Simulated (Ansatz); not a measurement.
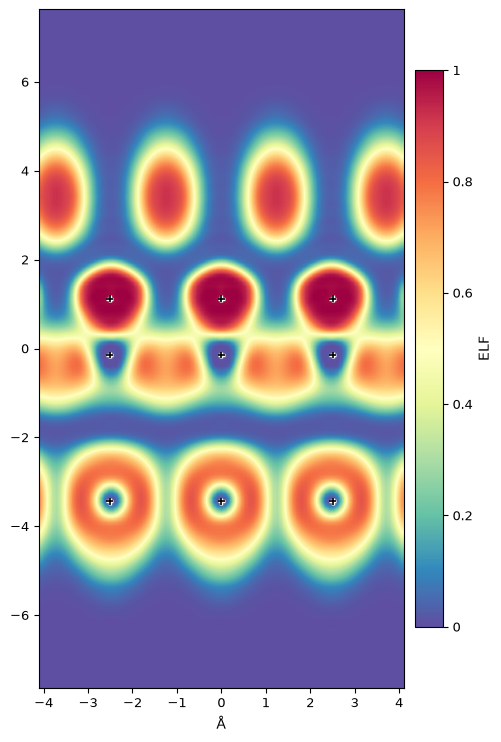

The electron localisation function on a plane through atoms (crosses mark nuclei in the plane).

Theory: DFT PBE+D3(BJ), scalar-relativistic, plane waves, PAW in Ansatz.

Candidates:
A. B3HN3 (slab), a = 2.51 Å, b = 2.51 Å, c = 25.59 Å, α = 90.00°, β = 90.00°, γ = 120.00°. The program warned that a starting moment wasn't kept; spin-polarised.
B. B4N3 (slab), a = 2.51 Å, b = 2.51 Å, c = 25.59 Å, α = 90.00°, β = 90.00°, γ = 120.00°. The program warned that a starting moment wasn't kept; spin-polarised, but the moments vanished.

**Which candidate gave the map?**

Candidate A: B3HN3 on the (11̄0) plane of the calculation cell, a cut from vacuum to vacuum, which holds N, B and H. B–H (1.27 Å): the ELF climbs to about 1 towards the hydrogen, as it does in any bond to H: a covalent bond by its length.
